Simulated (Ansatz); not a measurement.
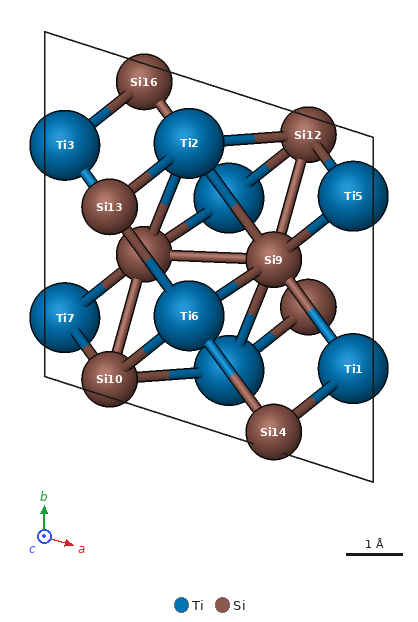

*The structure as given in the input (ball-and-stick view of the cell of the calculation, along the c axis; atoms are numbered from 1 in the order of the input). An atom can appear more than once, as a periodic image.*

**Run report: TiSi, geometry relaxation**

The run: geometry relaxation of TiSi (Pnma, 16 atoms in the cell). Method and program: DFT r2SCAN, scalar-relativistic, plane waves, PAW, no spin polarisation (Ansatz 0.2.0).

The structure derives from a Materials Project entry. It belongs to a series of runs on one base structure; here: 0 of 8 Si sites taken by Pb, cell and atoms relaxed. Figures and captions count atoms from 1; the log counts them from 0 in places.

**Input**
```yaml
crystal:
  lattice:
    - [0.0, 3.6354765989, -4.9881882448]
    - [0.0, 3.6354765989, 4.9881882448]
    - [6.5016463476, 0.0, 0.0]
  atoms:
    - { symbol: Ti, position: [0.9393074973, 0.3106925027, 0.67599295] }
    - { symbol: Ti, position: [0.4393074973, 0.8106925027, 0.67599295] }
    - { symbol: Ti, position: [0.0606925027, 0.6893074973, 0.32400705] }
    - { symbol: Ti, position: [0.5606925027, 0.1893074973, 0.32400705] }
    - { symbol: Ti, position: [0.9393074973, 0.8106925027, 0.82400705] }
    - { symbol: Ti, position: [0.4393074973, 0.3106925027, 0.82400705] }
    - { symbol: Ti, position: [0.0606925027, 0.1893074973, 0.17599295] }
    - { symbol: Ti, position: [0.5606925027, 0.6893074973, 0.17599295] }
    - { symbol: Si, position: [0.69732685, 0.55267315, 0.5438874468] }
    - { symbol: Si, position: [0.19732685, 0.05267315, 0.5438874468] }
    - { symbol: Si, position: [0.30267315, 0.44732685, 0.4561125532] }
    - { symbol: Si, position: [0.80267315, 0.94732685, 0.4561125532] }
    - { symbol: Si, position: [0.19732685, 0.55267315, 0.9561125532] }
    - { symbol: Si, position: [0.69732685, 0.05267315, 0.9561125532] }
    - { symbol: Si, position: [0.80267315, 0.44732685, 0.0438874468] }
    - { symbol: Si, position: [0.30267315, 0.94732685, 0.0438874468] }
basis:
  ecutwfc: 500
kpoints:
  mp_grid: { grid: [6, 6, 6] }
hamiltonian:
  xc: r2scan
scf:
  occupations: { method: gaussian, width: 0.1 }
output:
  forces: true
  stress: true
  eigenvalues: true
relax:
  adjacent_minimum: "off"
  f_tol: 0.015
  max_steps: 60
  cell: { stress_tol: 0.15 }
```

Launch command:
```bash
ansatz run input.yaml --threads 2 --pin off --max-ram 5120MiB --backend cpu --events-out ev --progress --plain --runs-dir out
```

**What the program printed**
```
Engine: ansatz 0.2.0, x86_64-unknown-linux-gnu
Pseudopotentials: kind: paw
Pseudopotential: Ti, paw, valence charge 12, recommended cutoff 500 eV (meta_gga), Ti.paw.azcp
Pseudopotential: Si, paw, valence charge 4, recommended cutoff 500 eV (meta_gga), Si.paw.azcp
Functional definition: r2SCAN
  parameter k0 = 0.174
  parameter k1 = 0.065
  parameter a1 = 4.9479
  exchange = r2scan_x(k0 = k0, k1 = k1, a1 = a1)
  correlation = r2scan_c
Crystal: 16 atoms, lattice volume = 235.807 Å³
Basis set: ecut = 500 eV, 5985 PW (Γ), exchange–correlation on 192×192×192 points (64 copies of the dense FFT grid, shifted against one another)
Bands: 80, of which v1, the nominal top of the filled ones, is band 64 counted from 1 (63 counted from 0)
Symmetry: 16 space group operations
Space group: Pnma (ITA 62), of the structure as read, at distance tolerance 6.2e-5 Å
k-points: 52 of 216
Non-local potential: Ti, projectors of the file, l = 0: 3, l = 1: 2, l = 2: 3, l = 3: 1
Non-local potential: Si, projectors of the file, l = 0: 2, l = 1: 2, l = 2: 2
PAW form: soft (Blöchl's): semilocal exchange-correlation on the pseudo side does not see the compensation charge
PAW frozen core: Ti, regenerated for the run's functional (the file was generated under x = pbe(κ = 0.804, μ = 0.2195149727645171), c = pbe(β = 0.06672455060314922))
PAW frozen core: Si, regenerated for the run's functional (the file was generated under x = pbe(κ = 0.804, μ = 0.2195149727645171), c = pbe(β = 0.06672455060314922))
PAW one-centre angular grid: Ti, 590 points (default); XC on 160 Gauss nodes
PAW one-centre angular grid: Si, 302 points (default); XC on 160 Gauss nodes
Initial density: superposition of atomic densities (neutral atoms: chi_scale 0, normalization atom), corrected by the library's trained network
Initial wavefunctions: pseudopotential atomic-orbital guess
Functional: x = r2scan, c = r2scan; τ floored in thin density (d = 2e-4 eV/Å³)
SCF iter   1: F=—  HF=-25160.106401 eV  |F-HF|=—  |Δ(HF+E_count)|=         —  Δρ=1.15e-2  dr2=2.62e-1  dr2_τ=1.61e-1  ethr=1.77e-3  ⟨swp⟩=6.1  Hψ=17628  notcnv=0
preconditioner: auto → Kerker (q_TF=auto, 2.464 Å⁻¹)  [metal: Δε(μ)=0.019 eV  Ē_g=5.815 eV  σ=0.100 eV  W_gap=0.11  n_scr=64 (ndim 8)  ℏωp=19.3 eV  f_vac=0.000  D(μ)=3.35/eV (n_scr^D=20)]
SCF iter   2: F=—  HF=-25160.363143 eV  |F-HF|=—  |Δ(HF+E_count)|=   2.57e-1  Δρ=4.18e-3  dr2=3.27e-2  dr2_τ=3.51e-3  ethr=2.05e-4  ⟨swp⟩=2.0  Hψ=8085  notcnv=0  defer=443
SCF iter   3: F=—  HF=-25160.365727 eV  |F-HF|=—  |Δ(HF+E_count)|=   2.58e-3  Δρ=2.25e-3  dr2=1.10e-2  dr2_τ=3.34e-4  ethr=2.55e-5  ⟨swp⟩=1.9  Hψ=5049  notcnv=0  defer=443
SCF iter   4: F=—  HF=-25160.366439 eV  |F-HF|=—  |Δ(HF+E_count)|=   7.12e-4  Δρ=2.65e-4  dr2=1.86e-4  dr2_τ=8.07e-6  ethr=8.57e-6  ⟨swp⟩=2.0  Hψ=5381  notcnv=0  defer=443
SCF iter   5: F=—  HF=-25160.366472 eV  |F-HF|=—  |Δ(HF+E_count)|=   3.27e-5  Δρ=6.52e-5  dr2=9.81e-6  dr2_τ=4.58e-7  ethr=1.46e-7  ⟨swp⟩=2.0  Hψ=5385  notcnv=0  defer=443
SCF iter   6: F=—  HF=-25160.366472 eV  |F-HF|=—  |Δ(HF+E_count)|=   4.64e-7  Δρ=2.26e-5  dr2=1.42e-6  dr2_τ=2.91e-8  ethr=7.66e-9  ⟨swp⟩=2.4  Hψ=6138  notcnv=0  defer=443
SCF iter   7: F=-25160.366473 eV  HF=-25160.366473 eV  |F-HF|=7.07e-9  |Δ(HF+E_count)|=   4.64e-7  Δρ=4.78e-6  dr2=5.19e-8  dr2_τ=4.10e-9  ethr=7.81e-11  ⟨swp⟩=10.0  Hψ=19357  notcnv=0
SCF 1 converged in 7 iterations: F = -25160.366473 eV  dr2 = 5.19e-8
  greatest PAW one-centre occupation: 1.001 electrons in one spin orbital (limit 2), on the Ti atom at site 3 (counted from 0), in its partial waves of l = 1
relax step   1: F+E_penalty+E_count = -25160.36647274 eV  Δ(F+E_penalty+E_count) = +0.000e0 eV  max|allowed force component| = 1.357e-2 eV/Å  Δτ_max = 0.0000 Å  P = -0.004 GPa  Ω = 235.807 Å³  (7 SCF iters, dr2 threshold 1.00e-7 eV, accepted)
Initial density: handed on by an earlier stage of this run
Initial wavefunctions: pseudopotential atomic-orbital guess (no wavefunctions were taken with the density)
iter 1 solved again at ethr=2.57e-7 eV; its pass at ethr=3.10e-3 eV (dr2=3.28e-4 eV) is discarded
SCF iter   1: F=—  HF=-25160.366452 eV  |F-HF|=—  |Δ(HF+E_count)|=         —  Δρ=4.46e-6  dr2=4.32e-8  dr2_τ=4.04e-9  ethr=2.57e-7  ⟨swp⟩=3.7  Hψ=27305  notcnv=0
eigensolver tolerance schedule: the retry pair's looser diagonalisation over-reported the residual by 7596.91 of it (diagonalisation noise at 1.69 of the residual, at the tolerance the schedule requests for it); recorded, not acted on — ethr = c·dr2/N_el stays at c = 1.0e-1
preconditioner: auto → Kerker (q_TF=auto, 2.464 Å⁻¹)  [metal: Δε(μ)=0.015 eV  Ē_g=5.724 eV  σ=0.100 eV  W_gap=0.08  n_scr=64 (ndim 8)  ℏωp=19.3 eV  f_vac=0.000  D(μ)=3.46/eV (n_scr^D=20)]
SCF iter   2: F=—  HF=-25160.366473 eV  |F-HF|=—  |Δ(HF+E_count)|=   2.08e-5  Δρ=3.00e-6  dr2=2.27e-8  dr2_τ=2.45e-10  ethr=3.38e-11  ⟨swp⟩=3.1  Hψ=8847  notcnv=0
SCF iter   3: F=—  HF=-25160.366473 eV  |F-HF|=—  |Δ(HF+E_count)|=   1.29e-8  Δρ=9.01e-7  dr2=2.35e-9  dr2_τ=9.33e-11  ethr=1.77e-11  ⟨swp⟩=2.0  Hψ=5584  notcnv=0
SCF iter   4: F=-25160.366473 eV  HF=-25160.366473 eV  |F-HF|=1.35e-10  |Δ(HF+E_count)|=   1.60e-9  Δρ=3.20e-7  dr2=2.88e-10  dr2_τ=1.35e-11  ethr=1.13e-12  ⟨swp⟩=8.0  Hψ=15145  notcnv=0
SCF 2 converged in 4 iterations: F = -25160.366473 eV  dr2 = 2.88e-10
  greatest PAW one-centre occupation: 1.001 electrons in one spin orbital (limit 2), on the Ti atom at site 7 (counted from 0), in its partial waves of l = 1
relax step   2: F+E_penalty+E_count = -25160.36647275 eV  Δ(F+E_penalty+E_count) = -1.620e-8 eV  max|allowed force component| = 1.353e-2 eV/Å  Δτ_max = 0.0000 Å  P = -0.004 GPa  Ω = 235.807 Å³  stress off target by 1.15e-1 GPa  SCF on the basis re-selected at this cell (its energy is not comparable with the rows above)  (4 SCF iters)
```

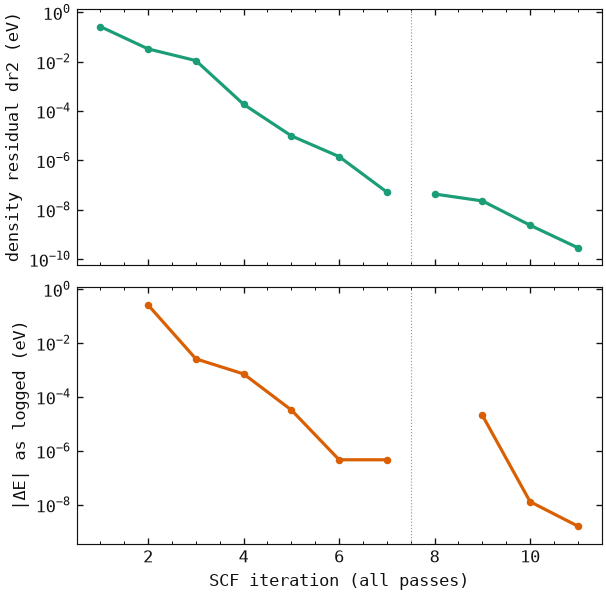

*Convergence of the self-consistent field: density residual dr2 and size of the energy change against the SCF iteration. The dotted lines part the SCF passes of the relaxation: geometry steps, rejected trials and re-solves on a re-selected basis.*

The passes take 7 and 4 iterations.

```
basis re-selected at this cell: Δ(F+E_penalty+E_count) = -1.620e-8 eV, ΔP = +0.000 GPa vs the last step (what re-selecting the basis moved, of the pressure what is left beyond the Pulay correction that the steps carried, after the strain that the cell walked since its last selection, with what the two solves' SCF thresholds leave and, on support functions, any second-order correction that the steps lacked; it is no measure of the basis error at this ecutwfc). This SCF's stress stands 1.15e-1 GPa from its target on what of the cell is left free (relax.cell.stress_tol is 1.50e-1 GPa) and its largest allowed force component is 1.35e-2 eV/Å (relax.f_tol is 1.50e-2 eV/Å): within both
SCF converged after 4 iterations
Free energy (F): -25160.366473 eV
Harris-Foulkes:  -25160.366473 eV  (|F-HF|=1.35e-10)
Internal energy: -25160.349194 eV  (E = F + TS)
E sigma→0 (E₀):  -25160.357834 eV
Entropy (-TS):   -0.017278 eV (-1.080 meV/atom)
Fermi energy:    13.062091 eV
--- Per-component energies (eV) ---
  E_band       = -1202.427814
  E_kinetic    = 2535.744940
  E_local      = -7381.075774  (includes V_loc(G=0)·N_el)
  E_nonlocal   = 258.644316
  E_hartree    = 3123.571169
  E_xc         = -1174.491417
  E_vxc        = -1488.980844  (∫ρ·V_xc dr)
  E_paw        = -12612.149795  (= ΣΔE_a)
  E_vpaw       = -1463.940947  (= ΣTr[D̂ρ^β])
  E_aug_tail   = 0.000788  (compensation charges beyond the density's cutoff)
  E_vtau       = 90.035774  (kinetic-family band-sum trace: ∫τ·v_τ [+ j·A + Jᵃ·Aᵃ] dr)
  E_ewald      = -9907.954302
  E_core_change = -2.639121  (= ΣΔE_core)
  E_smearing   = -0.017278  (= −TS)
  E_closure    = 0.000000  (closes the sum)
  Σ components = -25160.366473   (vs F -25160.366473, Δ=0.00e0)
--- Forces (eV/Å), atoms counted from 1 ---
  atom   1  Ti    -0.00548263    -0.00000000     0.00926906
  atom   2  Ti    -0.00548263    -0.00000000     0.00926906
  atom   3  Ti     0.00548263     0.00000000    -0.00926906
  atom   4  Ti     0.00548263     0.00000000    -0.00926906
  atom   5  Ti     0.00548263     0.00000000     0.00926906
  atom   6  Ti     0.00548263    -0.00000000     0.00926906
  atom   7  Ti    -0.00548263    -0.00000000    -0.00926906
  atom   8  Ti    -0.00548263     0.00000000    -0.00926906
  atom   9  Si     0.00174735    -0.00000000    -0.01353087
  atom  10  Si     0.00174735     0.00000000    -0.01353087
  atom  11  Si    -0.00174735    -0.00000000     0.01353087
  atom  12  Si    -0.00174735    -0.00000000     0.01353087
  atom  13  Si    -0.00174735     0.00000000    -0.01353087
  atom  14  Si    -0.00174735     0.00000000    -0.01353087
  atom  15  Si     0.00174735     0.00000000     0.01353087
  atom  16  Si     0.00174735     0.00000000     0.01353087
  max |Σ_I F_I| component: 3.47e-18 eV/Å
--- Stress (GPa, compression-positive) ---
        0.056234       0.000000       0.000000
        0.000000      -0.115202      -0.000000
        0.000000       0.000000       0.047433
  P = ⅓ Tr σ = -0.0038 GPa (-0.038 kbar)
--- Band table (eV; the first three rows and the last of 52) ---
  k-point 0: bands = ["-46.1342", "-46.1144", "-46.1115", "-46.1115", "-46.1065", "-46.1065", "-46.1038", "-46.0947", "-21.4623", "-21.4623", "-21.4577", "-21.4546", "-21.4340", "-21.4340", "-21.4176", "-21.4045", "-21.4045", "-21.3869", "-21.3837", "-21.3570", "-21.3370", "-21.3082", "-21.3082", "-21.3057", "-21.2917", "-21.2917", "-21.2750", "-21.2726", "-21.2604", "-21.2459", "-21.2459", "-21.2273", "0.4413", "2.1707", "3.9340", "3.9340", "4.0102", "4.0102", "6.0367", "6.2066", "7.7763", "7.7763", "8.1350", "8.7105", "8.7105", "9.0218", "9.0426", "9.5141", "9.5438", "9.5438", "10.1280", "10.4247", "10.4247", "10.6391", "10.6459", "10.8269", "12.3327", "12.4897", "12.4897", "12.5220", "12.6339", "12.6339", "12.7152", "12.9151", "13.0564", "13.0564", "13.4253", "13.7064", "13.7435", "13.7908", "13.8531", "13.8531", "14.2021", "14.3143", "14.5881", "15.0425", "15.0425", "15.2214", "15.2214", "15.3765"]
  k-point 1: bands = ["-46.1332", "-46.1167", "-46.1112", "-46.1112", "-46.1068", "-46.1068", "-46.1022", "-46.0949", "-21.4633", "-21.4633", "-21.4560", "-21.4558", "-21.4380", "-21.4380", "-21.4214", "-21.3960", "-21.3960", "-21.3845", "-21.3701", "-21.3620", "-21.3431", "-21.3140", "-21.3140", "-21.3009", "-21.2872", "-21.2872", "-21.2798", "-21.2739", "-21.2587", "-21.2482", "-21.2482", "-21.2294", "0.5286", "2.0055", "3.9440", "3.9440", "4.0116", "4.0116", "6.0818", "6.3132", "7.7661", "7.7661", "7.9666", "8.5637", "8.5637", "8.8685", "9.2866", "9.5686", "9.7104", "9.7104", "10.2689", "10.5155", "10.5189", "10.5189", "10.7342", "10.8578", "12.1771", "12.1771", "12.3271", "12.3887", "12.3887", "12.4218", "12.6369", "13.0338", "13.2721", "13.4031", "13.4031", "13.4776", "13.5821", "13.9268", "14.0968", "14.0968", "14.5051", "14.5243", "14.6847", "15.0510", "15.0510", "15.1909", "15.1909", "15.2392"]
  k-point 2: bands = ["-46.1304", "-46.1213", "-46.1103", "-46.1103", "-46.1077", "-46.1077", "-46.0995", "-46.0958", "-21.4626", "-21.4626", "-21.4582", "-21.4566", "-21.4474", "-21.4474", "-21.4152", "-21.3777", "-21.3764", "-21.3755", "-21.3755", "-21.3550", "-21.3445", "-21.3294", "-21.3294", "-21.2949", "-21.2919", "-21.2776", "-21.2768", "-21.2768", "-21.2549", "-21.2549", "-21.2525", "-21.2353", "0.7805", "1.6121", "3.9688", "3.9688", "4.0097", "4.0097", "6.2075", "6.4439", "7.8014", "7.8014", "7.8686", "8.2522", "8.2522", "8.4931", "9.7250", "9.7691", "10.1174", "10.1174", "10.2474", "10.6054", "10.6754", "10.6754", "10.6985", "10.9157", "11.7550", "11.7550", "11.9650", "11.9650", "12.2149", "12.4158", "12.4250", "12.9226", "13.4421", "13.4696", "13.4713", "13.8284", "13.9519", "13.9519", "14.4636", "14.4636", "14.6433", "14.7569", "14.8072", "14.8951", "15.0372", "15.0372", "15.1143", "15.1143"]
  k-point 51: bands = ["-46.1188", "-46.1188", "-46.1090", "-46.1090", "-46.1090", "-46.1090", "-46.1047", "-46.1047", "-21.4256", "-21.4256", "-21.4139", "-21.4139", "-21.4139", "-21.4139", "-21.4074", "-21.4074", "-21.3762", "-21.3762", "-21.3762", "-21.3762", "-21.3459", "-21.3459", "-21.3414", "-21.3414", "-21.3055", "-21.3055", "-21.2824", "-21.2824", "-21.2824", "-21.2824", "-21.2463", "-21.2463", "1.5866", "1.5866", "3.7011", "3.7011", "3.7011", "3.7011", "5.0463", "5.0463", "9.0869", "9.0869", "9.0869", "9.0869", "9.6766", "9.6766", "9.8010", "9.8010", "9.9531", "9.9531", "10.0574", "10.0574", "10.0574", "10.0574", "10.8846", "10.8846", "11.2448", "11.2448", "11.2448", "11.2448", "12.1176", "12.1176", "12.3258", "12.3258", "13.5346", "13.5346", "13.8258", "13.8258", "14.6532", "14.6532", "14.9136", "14.9136", "14.9136", "14.9136", "15.0271", "15.0271", "15.1118", "15.1118", "15.3416", "15.3416"]
--- Relaxed structure (1 steps of the walk, 1 accepted, 1 SCFs on fresh bases) ---
  F+E_penalty+E_count = -25160.36647275 eV   max|allowed force component| = 1.353e-2 eV/Å   (the final SCF, on the basis selected at the relaxed cell)
  cell:  # Å, volume = 235.8075 Å³
    - [0.0, 3.6354765989, -4.9881882448]
    - [0.0, 3.6354765989, 4.9881882448]
    - [6.5016463476, 0.0, 0.0]
  atoms:
    - { symbol: Ti, position: [0.9393074973, 0.31069250270000004, 0.67599295] }
    - { symbol: Ti, position: [0.4393074973, 0.8106925027, 0.67599295] }
    - { symbol: Ti, position: [0.06069250269999993, 0.6893074972999998, 0.32400705] }
    - { symbol: Ti, position: [0.5606925026999999, 0.18930749729999996, 0.32400705] }
    - { symbol: Ti, position: [0.9393074972999998, 0.8106925026999999, 0.8240070499999999] }
    - { symbol: Ti, position: [0.43930749729999996, 0.31069250269999993, 0.8240070499999999] }
    - { symbol: Ti, position: [0.0606925027, 0.18930749729999996, 0.17599294999999998] }
    - { symbol: Ti, position: [0.5606925027, 0.6893074973, 0.17599294999999998] }
    - { symbol: Si, position: [0.69732685, 0.55267315, 0.5438874468] }
    - { symbol: Si, position: [0.19732685, 0.05267314999999999, 0.5438874468] }
    - { symbol: Si, position: [0.30267314999999995, 0.44732684999999994, 0.4561125532] }
    - { symbol: Si, position: [0.80267315, 0.94732685, 0.4561125532] }
    - { symbol: Si, position: [0.19732684999999997, 0.55267315, 0.9561125532] }
    - { symbol: Si, position: [0.69732685, 0.05267315, 0.9561125532] }
    - { symbol: Si, position: [0.80267315, 0.44732685000000005, 0.0438874468] }
    - { symbol: Si, position: [0.30267315, 0.94732685, 0.0438874468] }
```

**Trajectory as extended XYZ (Å, eV, eV/Å), 2 frames, from step=1 to step=2**
```
16
Lattice="0.0000 3.6355 -4.9882 0.0000 3.6355 4.9882 6.5016 0.0000 0.0000" Properties=species:S:1:pos:R:3:forces:R:3 step=1 energy=-25160.36647 pressure_GPa=-0.00
Ti    4.3951    4.5443   -3.1357   -0.0055   0.0000   0.0093
Ti    4.3951    4.5443    1.8525   -0.0055   0.0000   0.0093
Ti    2.1066    2.7266    3.1357    0.0055   0.0000  -0.0093
Ti    2.1066    2.7266   -1.8525    0.0055   0.0000  -0.0093
Ti    5.3574    6.3621   -0.6416    0.0055   0.0000   0.0093
Ti    5.3574    2.7266   -0.6416    0.0055   0.0000   0.0093
Ti    1.1442    0.9089    0.6416   -0.0055   0.0000  -0.0093
Ti    1.1442    4.5443    0.6416   -0.0055   0.0000  -0.0093
Si    3.5362    4.5443   -0.7216    0.0018   0.0000  -0.0136
Si    3.5362    0.9089   -0.7216    0.0018   0.0000  -0.0136
Si    2.9655    2.7266    0.7216   -0.0018   0.0000   0.0136
Si    2.9655    6.3621    0.7216   -0.0018   0.0000   0.0136
Si    6.2163    2.7266    1.7725   -0.0018   0.0000  -0.0136
Si    6.2163    2.7266   -3.2157   -0.0018   0.0000  -0.0136
Si    0.2853    4.5443   -1.7725    0.0018   0.0000   0.0136
Si    0.2853    4.5443    3.2157    0.0018   0.0000   0.0136
16
Lattice="0.0000 3.6355 -4.9882 0.0000 3.6355 4.9882 6.5016 0.0000 0.0000" Properties=species:S:1:pos:R:3:forces:R:3 step=2 energy=-25160.36647 pressure_GPa=-0.00
Ti    4.3951    4.5443   -3.1357   -0.0055   0.0000   0.0093
Ti    4.3951    4.5443    1.8525   -0.0055   0.0000   0.0093
Ti    2.1066    2.7266    3.1357    0.0055   0.0000  -0.0093
Ti    2.1066    2.7266   -1.8525    0.0055   0.0000  -0.0093
Ti    5.3574    6.3621   -0.6416    0.0055   0.0000   0.0093
Ti    5.3574    2.7266   -0.6416    0.0055   0.0000   0.0093
Ti    1.1442    0.9089    0.6416   -0.0055   0.0000  -0.0093
Ti    1.1442    4.5443    0.6416   -0.0055   0.0000  -0.0093
Si    3.5362    4.5443   -0.7216    0.0017   0.0000  -0.0135
Si    3.5362    0.9089   -0.7216    0.0017   0.0000  -0.0135
Si    2.9655    2.7266    0.7216   -0.0017   0.0000   0.0135
Si    2.9655    6.3621    0.7216   -0.0017   0.0000   0.0135
Si    6.2163    2.7266    1.7725   -0.0017   0.0000  -0.0135
Si    6.2163    2.7266   -3.2157   -0.0017   0.0000  -0.0135
Si    0.2853    4.5443   -1.7725    0.0017   0.0000   0.0135
Si    0.2853    4.5443    3.2157    0.0017   0.0000   0.0135
```

**Results in brief**

| quantity | value |
| --- | --- |
| outcome | converged |
| space group (tolerance 0.01 Å) | Pnma (62) |
| electrons treated | 128 |
| free energy | −25160.3665 eV |
| Fermi energy | 13.062 eV |
| gap on the k-point mesh | none (metallic) |
| pressure | 0.00 GPa |
| final volume | 235.81 Å³ |
| largest force (length of the vector) at the end | 0.014 eV/Å |
| final cell | a = 6.172 Å, b = 6.172 Å, c = 6.502 Å, α = 90.00°, β = 90.00°, γ = 107.83° |
| hardware | 2 threads of Oxide Virtual Turin-like (Zen 5), 32 GiB of memory available, shared host |
| wall time | 1.8 min (CPU time 3.5 min) |
| peak memory | 1.6 GiB |
